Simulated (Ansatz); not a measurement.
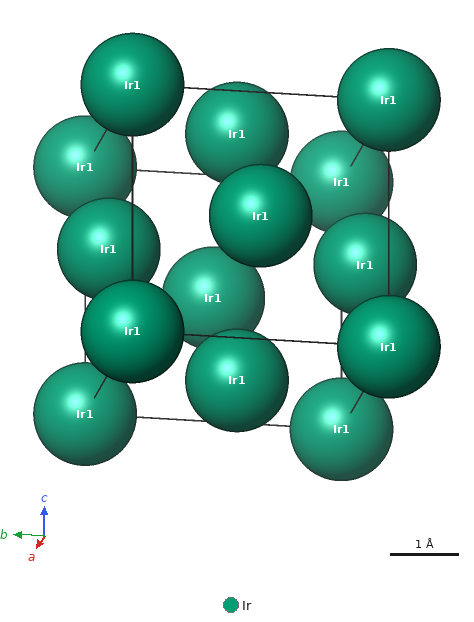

Figure 1. The structure as given in the input (spheres-only view of the cell 4 times as large as that of the calculation, set on its symmetry axes, seen at an oblique angle; atoms are numbered from 1 in the order of the input). An atom can appear more than once, as a periodic image.

# Two runs on Ir

System: Ir (Fm-3m, 1 atom in the cell).
Method of run 1: Kohn-Sham DFT of a periodic cell, PBE, Ansatz PAW, no spin polarisation (Ansatz 0.2.0).

The structure derives from an entry of the Crystallography Open Database. Text and figures count atoms from 1; the logs count them from 0 in places.

**Input file, run 1**
```yaml
crystal:
  lattice:
    - [0.0, 1.940808154, 1.940808154]
    - [1.940808154, 0.0, 1.940808154]
    - [1.940808154, 1.940808154, 0.0]
  atoms:
    - { symbol: Ir, position: [0.0, 0.0, 0.0] }
hamiltonian:
  xc: pbe
  pseudopotentials: { kind: paw }
kpoints:
  mp_grid: { grid: [12, 12, 12] }
scf:
  occupations: { method: fermi_dirac, width: 0.05 }
output:
  forces: true
  stress: true
  eigenvalues: true
```

Launched with:
```bash
ansatz run input.yaml --threads 2 --pin off --max-ram 5632MiB --backend cpu --events-out ev --progress --plain --runs-dir out
```

Hardware: 2 threads of Arm Neoverse V2, 24 GiB of memory available, shared host.

**Output, shortened to warnings, some set-up lines, iterations and results (run 1)**
```
Basis set: ecut = 420 eV, 283 PW (Γ), exchange–correlation on 40×40×40 points (8 copies of the dense FFT grid, shifted against one another)
Symmetry: 48 space group operations
k-points: 72 of 1728
Initial density: superposition of atomic densities (neutral atoms: chi_scale 0, normalization atom), corrected by the library's trained network
[...]
SCF iter   1: F=—  HF=-11935.327234 eV  |F-HF|=—  |Δ(HF+E_count)|=         —  Δρ=4.02e-3  dr2=3.51e-4  ethr=1.77e-3  ⟨swp⟩=5.1  Hψ=4770  notcnv=0
SCF iter   2: F=—  HF=-11935.327839 eV  |F-HF|=—  |Δ(HF+E_count)|=   6.06e-4  Δρ=2.09e-3  dr2=9.53e-5  ethr=2.06e-6  ⟨swp⟩=2.3  Hψ=1928  notcnv=0
SCF iter   3: F=—  HF=-11935.328147 eV  |F-HF|=—  |Δ(HF+E_count)|=   3.08e-4  Δρ=2.33e-4  dr2=6.35e-6  ethr=5.60e-7  ⟨swp⟩=2.0  Hψ=1268  notcnv=0
SCF iter   4: F=—  HF=-11935.328145 eV  |F-HF|=—  |Δ(HF+E_count)|=   2.03e-6  Δρ=7.79e-5  dr2=2.48e-7  ethr=3.74e-8  ⟨swp⟩=2.1  Hψ=1224  notcnv=0
SCF iter   5: F=—  HF=-11935.328145 eV  |F-HF|=—  |Δ(HF+E_count)|=   8.10e-8  Δρ=3.93e-5  dr2=1.65e-7  ethr=1.46e-9  ⟨swp⟩=2.3  Hψ=1460  notcnv=0
SCF iter   6: F=-11935.328145 eV  HF=-11935.328145 eV  |F-HF|=1.56e-9  |Δ(HF+E_count)|=   4.97e-8  Δρ=4.43e-6  dr2=2.28e-9  ethr=5.88e-10  ⟨swp⟩=2.5  Hψ=3115  notcnv=0
SCF 1 converged in 6 iterations: F = -11935.328145 eV  dr2 = 2.28e-9
SCF converged after 6 iterations
Free energy (F): -11935.328145 eV
Harris-Foulkes:  -11935.328145 eV  (|F-HF|=1.56e-9)
Internal energy: -11935.323108 eV  (E = F + TS)
E sigma→0 (E₀):  -11935.325626 eV
Entropy (-TS):   -0.005037 eV (-5.037 meV/atom)
Fermi energy:    24.800622 eV
--- Per-component energies (eV) ---
  E_band       = -97.843895
  E_kinetic    = 622.005734
  E_local      = -1101.320203  (includes V_loc(G=0)·N_el)
  E_nonlocal   = 72.472781
  E_hartree    = 420.208842
  E_xc         = -267.689869
  E_vxc        = -299.723679  (∫ρ·V_xc dr)
  E_paw        = -9223.275270  (= ΣΔE_a)
  E_vpaw       = -231.697980  (= ΣTr[D̂ρ^β])
  E_aug_tail   = 0.000055  (compensation charges beyond the density's cutoff)
  E_ewald      = -2457.725177
  E_smearing   = -0.005037  (= −TS)
  E_closure    = 0.000000  (closes the sum)
  Σ components = -11935.328145   (vs F -11935.328145, Δ=0.00e0)
--- Forces (eV/Å), atoms counted from 1 ---
  atom   1  Ir     0.00000000     0.00000000     0.00000000
  max |Σ_I F_I| component: 3.29e-32 eV/Å
--- Stress (GPa, compression-positive) ---
       -3.265742       0.000000      -0.000000
        0.000000      -3.265742      -0.000000
        0.000000       0.000000      -3.265742
  P = ⅓ Tr σ = -3.2657 GPa (-32.657 kbar)
```

The input of run 2 differs as follows (lines with − go, lines with + come):
```diff
-  pseudopotentials: { kind: paw }
+  pseudopotentials: { kind: nc, source: spms }
+  write_density: true
+  write_potential: true
+  elf: true
+  volumetric_format: npy
```

What does this change do to the results?

The total energies belong to different models, so their difference says nothing on which is more stable or more accurate. The pressure goes from −3.27 to −3.75 GPa. The number of SCF iterations is the same. The default cutoff goes from 420 to 462.6 eV with the change. The plane waves at Γ go from 283 to 331.

**Output, shortened to warnings, some set-up lines, iterations and results (run 2)**
```
Basis set: ecut = 462.593566181796 eV, 331 PW (Γ), exchange–correlation on 40×40×40 points (8 copies of the dense FFT grid, shifted against one another)
Symmetry: 48 space group operations
k-points: 72 of 1728
Initial density: superposition of atomic densities (chi_scale 0.1, normalization cell)
[...]
SCF iter   1: F=—  HF=-3064.729699 eV  |F-HF|=—  |Δ(HF+E_count)|=         —  Δρ=4.78e-2  dr2=2.25e-1  ethr=3.10e-3  ⟨swp⟩=5.1  Hψ=4439  notcnv=0
SCF iter   2: F=—  HF=-3064.660267 eV  |F-HF|=—  |Δ(HF+E_count)|=   6.94e-2  Δρ=1.68e-2  dr2=7.66e-3  ethr=1.32e-3  ⟨swp⟩=2.8  Hψ=2123  notcnv=0  defer=4
SCF iter   3: F=—  HF=-3064.661057 eV  |F-HF|=—  |Δ(HF+E_count)|=   7.90e-4  Δρ=7.24e-3  dr2=1.47e-3  ethr=4.50e-5  ⟨swp⟩=1.0  Hψ=932  notcnv=0  defer=4
SCF iter   4: F=—  HF=-3064.661302 eV  |F-HF|=—  |Δ(HF+E_count)|=   2.45e-4  Δρ=1.73e-4  dr2=1.15e-6  ethr=8.68e-6  ⟨swp⟩=1.0  Hψ=932  notcnv=0  defer=4
SCF iter   5: F=—  HF=-3064.661279 eV  |F-HF|=—  |Δ(HF+E_count)|=   2.26e-5  Δρ=1.98e-5  dr2=1.82e-8  ethr=5.88e-10  ⟨swp⟩=8.2  Hψ=5958  notcnv=0
SCF iter   6: F=-3064.661279 eV  HF=-3064.661279 eV  |F-HF|=3.57e-10  |Δ(HF+E_count)|=   2.71e-9  Δρ=3.75e-6  dr2=3.27e-10  ethr=1.07e-10  ⟨swp⟩=4.3  Hψ=4338  notcnv=0
SCF 1 converged in 6 iterations: F = -3064.661279 eV  dr2 = 3.27e-10
SCF converged after 6 iterations
Free energy (F): -3064.661279 eV
Harris-Foulkes:  -3064.661279 eV  (|F-HF|=3.57e-10)
Internal energy: -3064.656228 eV  (E = F + TS)
E sigma→0 (E₀):  -3064.658754 eV
Entropy (-TS):   -0.005051 eV (-5.051 meV/atom)
Fermi energy:    25.286116 eV
--- Per-component energies (eV) ---
  E_band       = -90.266327
  E_kinetic    = 827.121836
  E_local      = -589.243497  (includes V_loc(G=0)·N_el)
  E_nonlocal   = -679.922313
  E_hartree    = 383.074478
  E_xc         = -547.961555
  E_vxc        = -414.371445  (∫ρ·V_xc dr)
  E_ewald      = -2457.725177
  E_smearing   = -0.005051  (= −TS)
  E_closure    = 0.000000  (closes the sum)
  Σ components = -3064.661279   (vs F -3064.661279, Δ=0.00e0)
--- Forces (eV/Å), atoms counted from 1 ---
  atom   1  Ir     0.00000000     0.00000000    -0.00000000
  max |Σ_I F_I| component: 5.59e-31 eV/Å
--- Stress (GPa, compression-positive) ---
       -3.749061       0.000000       0.000000
       -0.000000      -3.749061       0.000000
        0.000000       0.000000      -3.749061
  P = ⅓ Tr σ = -3.7491 GPa (-37.491 kbar)
```

**The two runs side by side**

```tsv
quantity	run 1	run 2
outcome	converged	converged
free energy per atom (eV)	−11935.3281	−3064.6613
energy per atom, smearing taken to zero (eV)	−11935.3256	−3064.6588
gap on the mesh (eV)	0.00	0.00
pressure (GPa)	−3.27	−3.75
largest force (eV/Å)	0.000	0.000
SCF iterations	6	6
irreducible k-points	72	72
plane waves at Γ	283	331
wall time (shared host)	0.52 s	0.61 s
```

For both runs: Spin–orbit coupling is left out, which matters for Ir.
